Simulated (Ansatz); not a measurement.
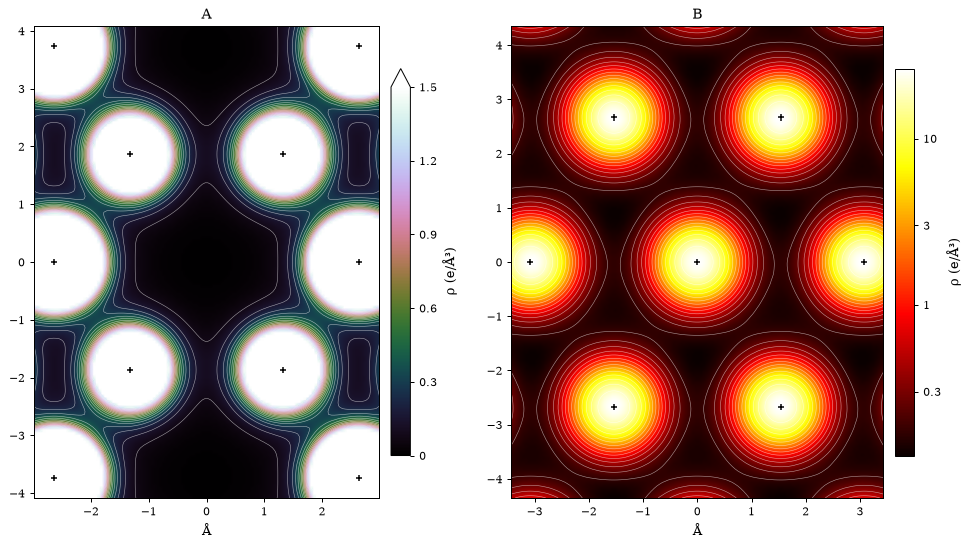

The valence charge density (pseudo) of 2 systems, each on a plane through atoms (crosses mark nuclei in the plane).

Level of theory: Ansatz 0.2.0, DFT r2SCAN, scalar-relativistic, plane waves, PAW.

System 1: CdF2, the (110) plane of the conventional cell. Space group Fm-3m; computed pressure about 8 GPa in this cell.

```
CELL_PARAMETERS angstrom
5.27984 0.00000 0.00000
0.00000 5.27984 0.00000
0.00000 0.00000 5.27984
ATOMIC_POSITIONS crystal
Cd 0.00000 0.00000 0.00000
Cd 0.50000 0.50000 0.00000
Cd 0.50000 0.00000 0.50000
Cd 0.00000 0.50000 0.50000
F 0.25000 0.25000 0.25000
F 0.75000 0.75000 0.25000
F 0.75000 0.25000 0.75000
F 0.25000 0.75000 0.75000
F 0.75000 0.25000 0.25000
F 0.25000 0.75000 0.25000
F 0.25000 0.25000 0.75000
F 0.75000 0.75000 0.75000
```

System 2: Cd, the (001) plane of the conventional cell. Space group P6₃/mmc; changed on purpose from its base cell (biaxial strain in the a-b plane, c and atoms relaxed: +4.0 %).

```
Cd
1.0
     3.08026    0.00000    0.00000
    -1.54013    2.66758    0.00000
     0.00000    0.00000    5.32944
Cd
2
Direct
  0.33333 0.66667 0.25000
  0.66667 0.33333 0.75000
```

Which map belongs to which system?

Answer. Panel A is system 1, CdF2: the plane holds Cd and F. Cd–F (2.29 Å): ρ is about 0.35 e/Å³ halfway. Panel B is system 2, Cd: the plane holds Cd. Cd–Cd (3.08 Å): ρ is about 0.17 e/Å³ halfway.
